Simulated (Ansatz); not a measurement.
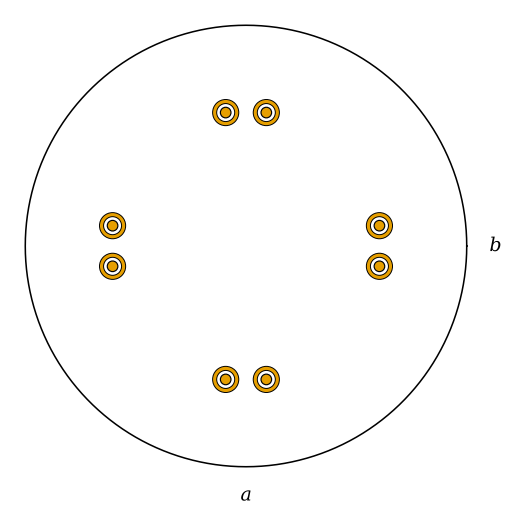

Stereographic projection: filled dots lie in the upper hemisphere, open rings in the lower. The c axis points at the viewer. The poles are all faces of one general form. Computed from the symmetry operations of a computed or model structure of composition CrO2, which need not be its known form.

### Identify the point group and its elements.

4/mmm (D4h), order 16, tetragonal system: one fourfold axis, four twofold axes, five mirror planes, an inversion centre.

### Can such a crystal be piezoelectric, pyroelectric or chiral?

It is centrosymmetric, so neither piezoelectric nor pyroelectric; it is not chiral.
